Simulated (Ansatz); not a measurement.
# Si2Ge: what a guessed cell relaxes into

Aim: relax a trial structure of Si2Ge and see where it ends.

Program: Ansatz 0.2.0. Level of theory: DFT PBE, scalar-relativistic, plane waves, PAW. These are calculated values, not measurements.

### Step 1. The starting structure

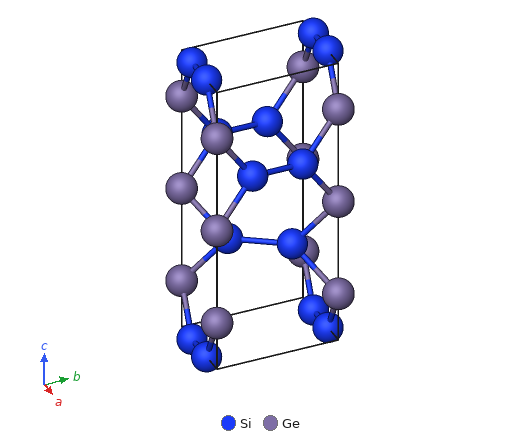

Start, viewed slightly off an axis; silicon blue, germanium purple. Atoms on the faces are drawn again on the opposite ones.

Structure file:

```xyz
9
Lattice="5.3496 0.0000 0.0000 -2.6748 4.6329 0.0000 0.0000 0.0000 9.3329" Properties=species:S:1:pos:R:3 pbc="T T T"
Si    1.5714    0.0000    0.0000
Si   -0.7857    1.3609    6.2219
Si    1.8891    3.2720    3.1110
Si   -1.8891    3.2720    6.2219
Si    3.7782    0.0000    0.0000
Si    0.7857    1.3609    3.1110
Ge    0.0000    0.0000    7.7774
Ge    0.0000    0.0000    4.6665
Ge    0.0000    0.0000    1.5555
```

The cell is invented: 3-, 4-connected net, elements by coordination (P6_222, No. 180). Lengths come from tabulated atomic sizes and are only a guess.

### Step 2. A first look at the guess

File input.yaml:

```yaml
crystal:
  lattice:
    - [5.34956725, 0.0, 0.0]
    - [-2.67478362, 4.63286114, 0.0]
    - [0.0, 0.0, 9.33292409]
  atoms:
    - { symbol: Si, position: [0.29374011, 0.0, 0.0] }
    - { symbol: Si, position: [0.0, 0.29374011, 0.66666667] }
    - { symbol: Si, position: [0.70625989, 0.70625989, 0.33333333] }
    - { symbol: Si, position: [0.0, 0.70625989, 0.66666667] }
    - { symbol: Si, position: [0.70625989, 0.0, 0.0] }
    - { symbol: Si, position: [0.29374011, 0.29374011, 0.33333333] }
    - { symbol: Ge, position: [0.0, 0.0, 0.83333333] }
    - { symbol: Ge, position: [0.0, 0.0, 0.5] }
    - { symbol: Ge, position: [0.0, 0.0, 0.16666667] }
basis:
  ecutwfc: 420
kpoints:
  mp_grid: { grid: [6, 6, 2] }
hamiltonian:
  xc: pbe
scf:
  occupations: { method: gaussian, width: 0.1 }
  lower_state_search: "off"
output:
  forces: true
  stress: true
  eigenvalues: true
```

Run with:

```console
$ ansatz run input.yaml --threads 1 --pin off --max-ram 2560MiB --backend cpu --events-out ev --progress --plain --runs-dir out
```

The program printed, shortened:

```text
[...]
SCF converged after 7 iterations
Free energy (F): -16689.836084 eV
[...]
E sigma→0 (E₀):  -16689.828666 eV
Entropy (-TS):   -0.014838 eV (-1.649 meV/atom)
Fermi energy:    4.914218 eV
[...]
--- Forces (eV/Å), atoms counted from 1 ---
  atom   1  Si     2.36760076    -0.00000000    -0.00000000
  atom   2  Si    -1.18380038     2.05040240     0.00000000
  atom   3  Si    -1.18380038    -2.05040240     0.00000000
  atom   4  Si     1.18380038    -2.05040240     0.00000000
  atom   5  Si    -2.36760076     0.00000000     0.00000000
  atom   6  Si     1.18380038     2.05040240    -0.00000000
  atom   7  Ge    -0.00000000    -0.00000000     0.00000000
  atom   8  Ge     0.00000000     0.00000000    -0.00000000
[...]
--- Stress (GPa, compression-positive) ---
        7.504761       0.000000       0.000000
        0.000000       7.504761      -0.000000
        0.000000      -0.000000      28.679781
  P = ⅓ Tr σ = 14.5631 GPa (145.631 kbar)
--- Band table (eV; the first three rows and the last of 14) ---
[...]
```

Wall time 10 s (1 thread of Arm Neoverse V1, shared host); peak memory 0.42 GiB.

From the probe: pressure 14.6 GPa, largest force 2.37 eV/Å, gap on this mesh none (metal). A guess like this is first relaxed loosely on the coarse mesh.

### Step 3. Coarse relaxation

input.yaml, as its differences from that of step 2:

```diff
@@ -28 +28,6 @@
   eigenvalues: true
+relax:
+  adjacent_minimum: "off"
+  f_tol: 0.04
+  max_steps: 70
+  cell: { stress_tol: 0.4 }
```

Run with:

```console
$ ansatz run input.yaml --threads 1 --pin off --max-ram 2560MiB --backend cpu --events-out ev --progress --plain --runs-dir out
```

The program printed:

```text
Warning: RAYON_NUM_THREADS=1 ignored (pool sized by the plan → 1); use --threads N
Engine: ansatz 0.2.0, aarch64-unknown-linux-gnu
Pseudopotentials: kind: paw
Pseudopotential: Si, paw, valence charge 4, recommended cutoff 420 eV (normal), Si.paw.azcp
Pseudopotential: Ge, paw, valence charge 14, recommended cutoff 420 eV (normal), Ge.paw.azcp
Functional definition: PBE
  parameter kappa = 0.804
  parameter beta = 0.06672455060314922
  exchange = pbe_x(kappa = kappa, mu = beta*pi^2/3)
  correlation = pbe_c(beta = beta)
Crystal: 9 atoms, lattice volume = 231.305 Å³
Basis set: ecut = 420 eV, 4465 PW (Γ), exchange–correlation on 72×72×128 points (8 copies of the dense FFT grid, shifted against one another)
Bands: 42, of which v1, the nominal top of the filled ones, is band 33 counted from 1 (32 counted from 0)
Symmetry: 12 space group operations
Space group: P6222 (ITA 180), of the structure as read, at distance tolerance 6.1e-5 Å
k-points: 14 of 72
Non-local potential: Si, projectors of the file, l = 0: 2, l = 1: 2, l = 2: 2
Non-local potential: Ge, projectors of the file, l = 0: 2, l = 1: 2, l = 2: 3, l = 3: 1
PAW form: soft (Blöchl's): semilocal exchange-correlation on the pseudo side does not see the compensation charge
PAW one-centre angular grid: Si, 110 points (default); XC on 64 Gauss nodes
PAW one-centre angular grid: Ge, 590 points (default); XC on 64 Gauss nodes
Initial density: superposition of atomic densities (neutral atoms: chi_scale 0, normalization atom), corrected by the library's trained network
Initial wavefunctions: pseudopotential atomic-orbital guess
Functional: x = pbe(κ = 0.804, μ = 0.2195149727645171), c = pbe(β = 0.06672455060314922)
SCF iter   1: F=—  HF=-16689.846055 eV  |F-HF|=—  |Δ(HF+E_count)|=         —  Δρ=4.54e-3  dr2=5.35e-2  ethr=1.77e-3  ⟨swp⟩=7.8  Hψ=2679  notcnv=0
preconditioner: auto → LDOS  [metal: Δε(μ)=0.079 eV  Ē_g=7.682 eV  σ=0.100 eV  W_gap=0.42  n_scr=36 (ndim 8)  ℏωp=14.6 eV  f_vac=0.051  D(μ)=2.84/eV (n_scr^D=10)  β→1.0]
SCF iter   2: F=—  HF=-16689.839041 eV  |F-HF|=—  |Δ(HF+E_count)|=   7.01e-3  Δρ=1.66e-3  dr2=1.16e-2  ethr=8.11e-5  ⟨swp⟩=2.6  Hψ=1187  notcnv=0  defer=9
SCF iter   3: F=—  HF=-16689.836642 eV  |F-HF|=—  |Δ(HF+E_count)|=   2.40e-3  Δρ=5.93e-4  dr2=1.91e-3  ethr=1.76e-5  ⟨swp⟩=2.0  Hψ=1018  notcnv=0  defer=9
SCF iter   4: F=—  HF=-16689.836169 eV  |F-HF|=—  |Δ(HF+E_count)|=   4.73e-4  Δρ=1.71e-4  dr2=1.51e-4  ethr=2.89e-6  ⟨swp⟩=2.0  Hψ=1016  notcnv=0  defer=9
SCF iter   5: F=—  HF=-16689.836171 eV  |F-HF|=—  |Δ(HF+E_count)|=   2.23e-6  Δρ=7.00e-5  dr2=7.62e-6  ethr=2.28e-7  ⟨swp⟩=2.0  Hψ=807  notcnv=0  defer=9
SCF iter   6: F=—  HF=-16689.836084 eV  |F-HF|=—  |Δ(HF+E_count)|=   8.73e-5  Δρ=1.13e-5  dr2=2.63e-7  ethr=1.15e-8  ⟨swp⟩=2.0  Hψ=1017  notcnv=0  defer=9
SCF iter   7: F=-16689.836084 eV  HF=-16689.836084 eV  |F-HF|=1.26e-8  |Δ(HF+E_count)|=   3.70e-7  Δρ=2.23e-6  dr2=1.17e-8  ethr=1.52e-10  ⟨swp⟩=10.7  Hψ=2584  notcnv=0
SCF 1 converged in 7 iterations: F = -16689.836084 eV  dr2 = 1.17e-8
relax step   1: F+E_penalty+E_count = -16689.83608435 eV  Δ(F+E_penalty+E_count) = +0.000e0 eV  max|allowed force component| = 2.368e0 eV/Å  Δτ_max = 0.0000 Å  P = +14.563 GPa  Ω = 231.305 Å³  (7 SCF iters, dr2 threshold 1.00e-7 eV, accepted)
Crystal: 9 atoms, lattice volume = 246.294 Å³
Basis set: ecut = 420 eV, 4815 PW (Γ), exchange–correlation on 72×72×128 points (8 copies of the dense FFT grid, shifted against one another)
Initial density: handed on by an earlier stage of this run
Initial wavefunctions: those handed on with the density
iter 1 solved again at ethr=1.85e-4 eV; its pass at ethr=3.10e-3 eV (dr2=1.22e-1 eV) is discarded
SCF iter   1: F=—  HF=-16691.736345 eV  |F-HF|=—  |Δ(HF+E_count)|=         —  Δρ=4.67e-3  dr2=1.27e-1  ethr=1.85e-4  ⟨swp⟩=1.1  Hψ=3005  notcnv=0
preconditioner: auto → LDOS  [insulator: Δε(μ)=0.118 eV  Ē_g=7.411 eV  σ=0.100 eV  W_gap=0.53  n_scr=36 (ndim 8)  ℏωp=14.2 eV  f_vac=0.071  D(μ)=1.24/eV (n_scr^D=2)  ε∞_Penn≈4.7  β→1.0]
SCF iter   2: F=—  HF=-16691.747054 eV  |F-HF|=—  |Δ(HF+E_count)|=   1.07e-2  Δρ=4.17e-3  dr2=1.56e-1  ethr=1.85e-4  ⟨swp⟩=3.0  Hψ=1180  notcnv=0  defer=5
SCF iter   3: F=—  HF=-16691.701724 eV  |F-HF|=—  |Δ(HF+E_count)|=   4.53e-2  Δρ=6.28e-4  dr2=2.10e-3  ethr=1.85e-4  ⟨swp⟩=2.1  Hψ=950  notcnv=0  defer=36
SCF iter   4: F=—  HF=-16691.701258 eV  |F-HF|=—  |Δ(HF+E_count)|=   4.65e-4  Δρ=2.17e-4  dr2=8.03e-5  ethr=3.18e-6  ⟨swp⟩=2.0  Hψ=1014  notcnv=0  defer=36
SCF iter   5: F=—  HF=-16691.701111 eV  |F-HF|=—  |Δ(HF+E_count)|=   1.47e-4  Δρ=5.66e-5  dr2=5.61e-6  ethr=1.22e-7  ⟨swp⟩=2.0  Hψ=1016  notcnv=0  defer=36
SCF iter   6: F=-16691.701117 eV  HF=-16691.701117 eV  |F-HF|=1.22e-7  |Δ(HF+E_count)|=   6.09e-6  Δρ=1.06e-5  dr2=2.32e-7  ethr=1.36e-9  ⟨swp⟩=11.4  Hψ=2793  notcnv=0
SCF 2 converged in 6 iterations: F = -16691.701117 eV  dr2 = 2.32e-7
relax step   2: F+E_penalty+E_count = -16691.70111712 eV  Δ(F+E_penalty+E_count) = -1.865e0 eV  max|allowed force component| = 7.230e-1 eV/Å  Δτ_max = 0.0191 Å  P = +7.762 GPa  Ω = 246.294 Å³  energy of the carried Pulay correction = -2.016e-3 eV  (6 SCF iters, dr2 threshold 9.00e-7 eV, accepted)
Crystal: 9 atoms, lattice volume = 259.149 Å³
Basis set: ecut = 420 eV, 5021 PW (Γ), exchange–correlation on 72×72×128 points (8 copies of the dense FFT grid, shifted against one another)
iter 1 solved again at ethr=7.92e-5 eV; its pass at ethr=3.10e-3 eV (dr2=5.23e-2 eV) is discarded
SCF iter   1: F=—  HF=-16692.570245 eV  |F-HF|=—  |Δ(HF+E_count)|=         —  Δρ=3.33e-3  dr2=5.47e-2  ethr=7.92e-5  ⟨swp⟩=1.2  Hψ=2975  notcnv=0
preconditioner: auto → LDOS  [insulator: Δε(μ)=0.143 eV  Ē_g=7.222 eV  σ=0.100 eV  W_gap=0.63  n_scr=36 (ndim 8)  ℏωp=13.8 eV  f_vac=0.076  D(μ)=1.60/eV (n_scr^D=2)  ε∞_Penn≈4.7  β→1.0]
SCF iter   2: F=—  HF=-16692.565622 eV  |F-HF|=—  |Δ(HF+E_count)|=   4.62e-3  Δρ=2.03e-3  dr2=3.60e-2  ethr=7.92e-5  ⟨swp⟩=2.1  Hψ=968  notcnv=0
SCF iter   3: F=—  HF=-16692.556006 eV  |F-HF|=—  |Δ(HF+E_count)|=   9.62e-3  Δρ=5.78e-4  dr2=2.59e-3  ethr=5.46e-5  ⟨swp⟩=2.1  Hψ=787  notcnv=0
SCF iter   4: F=—  HF=-16692.555365 eV  |F-HF|=—  |Δ(HF+E_count)|=   6.41e-4  Δρ=1.19e-4  dr2=5.36e-5  ethr=3.93e-6  ⟨swp⟩=2.8  Hψ=1140  notcnv=0
SCF iter   5: F=—  HF=-16692.555279 eV  |F-HF|=—  |Δ(HF+E_count)|=   8.56e-5  Δρ=4.95e-5  dr2=5.76e-6  ethr=8.13e-8  ⟨swp⟩=2.0  Hψ=1038  notcnv=0
SCF iter   6: F=-16692.555278 eV  HF=-16692.555277 eV  |F-HF|=2.17e-7  |Δ(HF+E_count)|=   1.52e-6  Δρ=9.64e-6  dr2=2.94e-7  ethr=1.36e-9  ⟨swp⟩=8.6  Hψ=2749  notcnv=0
SCF 3 converged in 6 iterations: F = -16692.555278 eV  dr2 = 2.94e-7
relax step   3: F+E_penalty+E_count = -16692.55527766 eV  Δ(F+E_penalty+E_count) = -8.542e-1 eV  max|allowed force component| = 1.346e-1 eV/Å  Δτ_max = 0.0010 Å  P = +3.432 GPa  Ω = 259.149 Å³  energy of the carried Pulay correction = -3.648e-3 eV  (6 SCF iters, dr2 threshold 9.00e-7 eV, accepted)
[... 11 lines left out ...]
relax step   4: F+E_penalty+E_count = -16692.84176130 eV  Δ(F+E_penalty+E_count) = -2.865e-1 eV  max|allowed force component| = 5.269e-2 eV/Å  Δτ_max = 0.0135 Å  P = +0.661 GPa  Ω = 268.313 Å³  energy of the carried Pulay correction = -4.760e-3 eV  (6 SCF iters, dr2 threshold 9.00e-7 eV, accepted)
[... 9 lines left out ...]
relax step   5: F+E_penalty+E_count = -16692.84937029 eV  Δ(F+E_penalty+E_count) = -7.609e-3 eV  max|allowed force component| = 2.232e-2 eV/Å  Δτ_max = 0.0000 Å  P = +0.085 GPa  Ω = 271.001 Å³  energy of the carried Pulay correction = -5.079e-3 eV  (5 SCF iters, dr2 threshold 9.00e-7 eV, accepted)
[... 12 lines left out ...]
relax step   6: F+E_penalty+E_count = -16692.88276905 eV  Δ(F+E_penalty+E_count) = -3.340e-2 eV  max|allowed force component| = 2.227e-2 eV/Å  Δτ_max = 0.0000 Å  P = +0.274 GPa  Ω = 271.001 Å³  stress off target by 5.63e-1 GPa  SCF on the basis re-selected at this cell (its energy is not comparable with the rows above)  (7 SCF iters)
[... 10 lines left out ...]
relax step   7: F+E_penalty+E_count = -16692.88454415 eV  Δ(F+E_penalty+E_count) = -1.775e-3 eV  max|allowed force component| = 2.761e-3 eV/Å  Δτ_max = 0.0001 Å  P = +0.021 GPa  Ω = 272.216 Å³  energy of the carried Pulay correction = -1.330e-4 eV  (4 SCF iters, dr2 threshold 7.92e-7 eV, accepted)
Basis set: ecut = 420 eV, 5215 PW (Γ), exchange–correlation on 80×80×150 points (8 copies of the dense FFT grid, shifted against one another)
iter 1 solved again at ethr=1.36e-7 eV; its pass at ethr=3.10e-3 eV (dr2=8.97e-5 eV) is discarded
SCF iter   1: F=—  HF=-16692.876894 eV  |F-HF|=—  |Δ(HF+E_count)|=         —  Δρ=2.36e-4  dr2=4.01e-6  ethr=1.36e-7  ⟨swp⟩=3.3  Hψ=4174  notcnv=0
preconditioner: auto → LDOS  [metal: Δε(μ)=0.087 eV  Ē_g=7.032 eV  σ=0.100 eV  W_gap=0.43  n_scr=36 (ndim 8)  ℏωp=13.5 eV  f_vac=0.063  D(μ)=2.00/eV (n_scr^D=2)  β→1.0]
SCF iter   2: F=—  HF=-16692.884669 eV  |F-HF|=—  |Δ(HF+E_count)|=   7.78e-3  Δρ=1.29e-5  dr2=1.48e-6  ethr=6.08e-9  ⟨swp⟩=3.0  Hψ=989  notcnv=0
SCF iter   3: F=—  HF=-16692.884665 eV  |F-HF|=—  |Δ(HF+E_count)|=   3.69e-6  Δρ=7.31e-6  dr2=1.45e-7  ethr=2.25e-9  ⟨swp⟩=2.0  Hψ=839  notcnv=0
SCF iter   4: F=—  HF=-16692.884669 eV  |F-HF|=—  |Δ(HF+E_count)|=   4.06e-6  Δρ=2.92e-6  dr2=3.01e-8  ethr=2.19e-10  ⟨swp⟩=2.0  Hψ=1052  notcnv=0
SCF iter   5: F=-16692.884669 eV  HF=-16692.884669 eV  |F-HF|=1.52e-9  |Δ(HF+E_count)|=   1.06e-8  Δρ=7.67e-7  dr2=1.40e-9  ethr=8.73e-12  ⟨swp⟩=5.1  Hψ=2739  notcnv=0
SCF 8 converged in 5 iterations: F = -16692.884669 eV  dr2 = 1.40e-9
relax step   8: F+E_penalty+E_count = -16692.88466912 eV  Δ(F+E_penalty+E_count) = -1.250e-4 eV  max|allowed force component| = 2.598e-3 eV/Å  Δτ_max = 0.0000 Å  P = +0.021 GPa  Ω = 272.216 Å³  stress off target by 5.10e-2 GPa  SCF on the basis re-selected at this cell (its energy is not comparable with the rows above)  (5 SCF iters)
basis re-selected at this cell: Δ(F+E_penalty+E_count) = -1.250e-4 eV, ΔP = -0.000 GPa vs the last step (what re-selecting the basis moved, of the pressure what is left beyond the Pulay correction that the steps carried, after the strain that the cell walked since its last selection, with what the two solves' SCF thresholds leave and, on support functions, any second-order correction that the steps lacked; it is no measure of the basis error at this ecutwfc). The dense FFT grid was sized anew with the basis: this SCF ran on 40×40×75 points, the steps before it on 40×40×72, so part of this shift can come from that change (see relax.cell in the input reference). This SCF's stress stands 5.10e-2 GPa from its target on what of the cell is left free (relax.cell.stress_tol is 4.00e-1 GPa) and its largest allowed force component is 2.60e-3 eV/Å (relax.f_tol is 4.00e-2 eV/Å): within both
SCF converged after 5 iterations
Free energy (F): -16692.884669 eV
Harris-Foulkes:  -16692.884669 eV  (|F-HF|=1.52e-9)
Internal energy: -16692.874684 eV  (E = F + TS)
E sigma→0 (E₀):  -16692.879676 eV
Entropy (-TS):   -0.009985 eV (-1.109 meV/atom)
Fermi energy:    3.446067 eV
--- Per-component energies (eV) ---
  E_band       = -688.368742
  E_kinetic    = 563.763795
  E_local      = -9985.895365  (includes V_loc(G=0)·N_el)
  E_nonlocal   = 1413.316414
  E_hartree    = 4369.208458
  E_xc         = -549.768654
  E_vxc        = -463.119542  (∫ρ·V_xc dr)
  E_paw        = -9136.245116  (= ΣΔE_a)
  E_vpaw       = -954.849678  (= ΣTr[D̂ρ^β])
  E_aug_tail   = 0.000847  (compensation charges beyond the density's cutoff)
  E_ewald      = -3367.255063
  E_smearing   = -0.009985  (= −TS)
  E_closure    = 0.000000  (closes the sum)
  Σ components = -16692.884669   (vs F -16692.884669, Δ=0.00e0)
--- Forces (eV/Å), atoms counted from 1 ---
  atom   1  Si     0.00259800    -0.00000000     0.00000000
  atom   2  Si    -0.00129900     0.00224994     0.00000000
  atom   3  Si    -0.00129900    -0.00224994    -0.00000000
  atom   4  Si     0.00129900    -0.00224994     0.00000000
  atom   5  Si    -0.00259800     0.00000000     0.00000000
  atom   6  Si     0.00129900     0.00224994    -0.00000000
  atom   7  Ge     0.00000000    -0.00000000     0.00000000
  atom   8  Ge    -0.00000000     0.00000000    -0.00000000
  atom   9  Ge     0.00000000    -0.00000000     0.00000000
  max |Σ_I F_I| component: 6.46e-18 eV/Å
--- Stress (GPa, compression-positive) ---
        0.005655       0.000000      -0.000000
        0.000000       0.005655       0.000000
       -0.000000       0.000000       0.050978
  P = ⅓ Tr σ = 0.0208 GPa (0.208 kbar)
--- Band table (eV; the first three rows and the last of 14) ---
  k-point 0: bands = ["-21.1554", "-21.1448", "-21.1448", "-21.1433", "-21.1423", "-21.1423", "-21.1411", "-21.1355", "-21.1355", "-21.1316", "-21.1316", "-21.1312", "-21.1079", "-21.0992", "-21.0992", "-8.1723", "-7.0329", "-7.0329", "-3.9873", "-3.9873", "-2.8671", "-2.2444", "-2.2444", "-1.2960", "-1.0655", "-1.0655", "0.6708", "1.4965", "1.4965", "1.5374", "3.0271", "3.3520", "3.3520", "4.2625", "4.2625", "5.0015", "5.0015", "5.2769", "5.3582", "5.3703", "6.3396", "6.3396"]
  k-point 1: bands = ["-21.1514", "-21.1514", "-21.1444", "-21.1444", "-21.1422", "-21.1394", "-21.1378", "-21.1378", "-21.1362", "-21.1318", "-21.1313", "-21.1313", "-21.1054", "-21.1054", "-21.0953", "-7.8836", "-7.8836", "-5.9172", "-5.3446", "-3.0319", "-3.0319", "-2.4203", "-1.7417", "-1.7417", "-1.2859", "0.1771", "0.1771", "1.1808", "1.5043", "1.5043", "2.4957", "2.4957", "3.9193", "4.4404", "4.7450", "4.7450", "5.1287", "5.5076", "5.5076", "5.6019", "5.6019", "7.0875"]
  k-point 2: bands = ["-21.1554", "-21.1448", "-21.1448", "-21.1433", "-21.1423", "-21.1423", "-21.1411", "-21.1355", "-21.1355", "-21.1316", "-21.1316", "-21.1312", "-21.1079", "-21.0992", "-21.0992", "-8.0913", "-6.9763", "-6.9216", "-4.1931", "-4.1695", "-3.6103", "-2.4774", "-1.8411", "-1.6450", "-0.5356", "0.0915", "0.3974", "1.2483", "1.2926", "1.6982", "2.7652", "3.1305", "3.1336", "4.1384", "4.6082", "4.8937", "5.0689", "5.2504", "5.3478", "5.3672", "6.6162", "6.6668"]
  k-point 13: bands = ["-21.1514", "-21.1514", "-21.1445", "-21.1445", "-21.1421", "-21.1395", "-21.1378", "-21.1378", "-21.1363", "-21.1317", "-21.1312", "-21.1312", "-21.1054", "-21.1054", "-21.0953", "-7.4267", "-7.4267", "-5.6206", "-5.1769", "-4.7580", "-4.7580", "-4.1288", "-0.2265", "-0.2265", "0.0936", "0.0936", "0.2733", "0.9685", "1.4668", "1.4668", "2.1679", "2.1679", "3.0545", "4.3839", "4.4223", "4.4223", "6.0261", "6.0261", "6.2271", "6.3251", "6.3251", "7.7650"]
--- Relaxed structure (6 steps of the walk, 6 accepted, 2 SCFs on fresh bases) ---
  F+E_penalty+E_count = -16692.88466912 eV   max|allowed force component| = 2.598e-3 eV/Å   (the final SCF, on the basis selected at the relaxed cell)
  cell:  # Å, volume = 272.2164 Å³
    - [5.3954354509295115, -2.9115028592819572e-9, 8.841347741269053e-27]
    - [-2.69771772294332, 4.672584166439856, -1.418921708199496e-17]
    - [-7.808454103619085e-34, -2.8584255368733794e-17, 10.797686338686386]
  atoms:
    - { symbol: Si, position: [0.2945805838986935, 5.847657697685303e-20, 4.810350712384993e-30] }
    - { symbol: Si, position: [2.039146814177975e-18, 0.29458058389869357, 0.6666666666666666] }
    - { symbol: Si, position: [0.7054194161013063, 0.7054194161013064, 0.3333333333333333] }
    - { symbol: Si, position: [5.75502980454358e-17, 0.7054194161013064, 0.6666666666666666] }
    - { symbol: Si, position: [0.7054194161013062, 9.233905065869532e-20, -4.810328504643701e-30] }
    - { symbol: Si, position: [0.29458058389869357, 0.2945805838986936, 0.3333333333333333] }
    - { symbol: Ge, position: [5.856917949107708e-20, 7.540783609616063e-20, 0.8333333333333333] }
    - { symbol: Ge, position: [5.856917949107708e-20, 7.54078360961587e-20, 0.49999999999999994] }
    - { symbol: Ge, position: [5.856917949107728e-20, 7.540783609615928e-20, 0.16666666666666666] }
```

It took 1.8 min on 1 thread of Arm Neoverse V1, shared host; peak memory 0.48 GiB.

Step by step:

| step | energy from step 1 (eV/cell) | largest force component (eV/Å) | pressure (GPa) | volume (Å³) |
| --- | --- | --- | --- | --- |
| 1 | 0.0000 | 2.3676 | 14.56 | 231.31 |
| 2 | -1.8650 | 0.7230 | 7.76 | 246.29 |
| 3 | -2.7192 | 0.1346 | 3.43 | 259.15 |
| 4 | -3.0057 | 0.0527 | 0.66 | 268.31 |
| 5 | -3.0133 | 0.0223 | 0.09 | 271.00 |
| 6 | -3.0467 | 0.0223 | 0.27 | 271.00 |
| 7 | -3.0485 | 0.0028 | 0.02 | 272.22 |
| 8 | -3.0486 | 0.0026 | 0.02 | 272.22 |

Step 1 is the start. Steps 6, 8 each repeat the geometry before them on a plane-wave basis chosen anew, so the energy can jump there without any move.

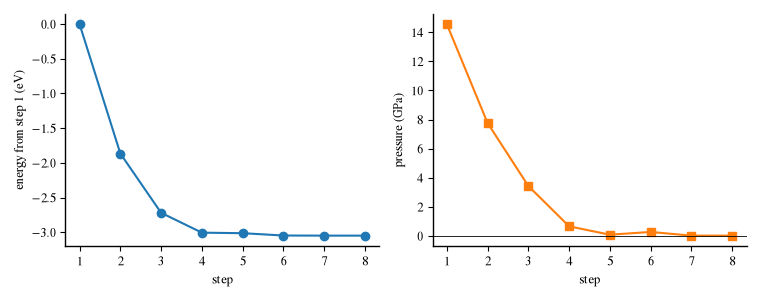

Energy and pressure along the relaxation.

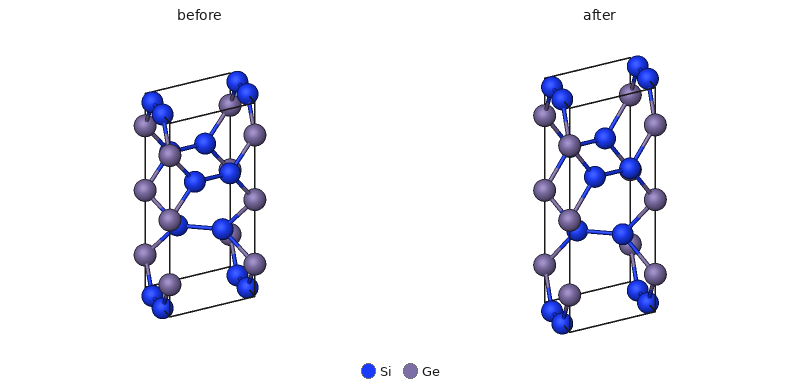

Before and after, at one scale.

|  | before | after | change |
| --- | --- | --- | --- |
| a (Å) | 5.350 | 5.395 | +0.9 % |
| b (Å) | 5.350 | 5.395 | +0.9 % |
| c (Å) | 9.333 | 10.798 | +15.7 % |
| volume (Å³/atom) | 25.70 | 30.25 | +17.7 % |
| shortest distance (Å) | 2.207 | 2.217 | +0.4 % |
| space group (0.01 Å) | P6_222 | P6_222 | same |

The run keeps the 12 symmetry operations of the start, so it could not have lowered the symmetry.

[end of part 1 of 2]
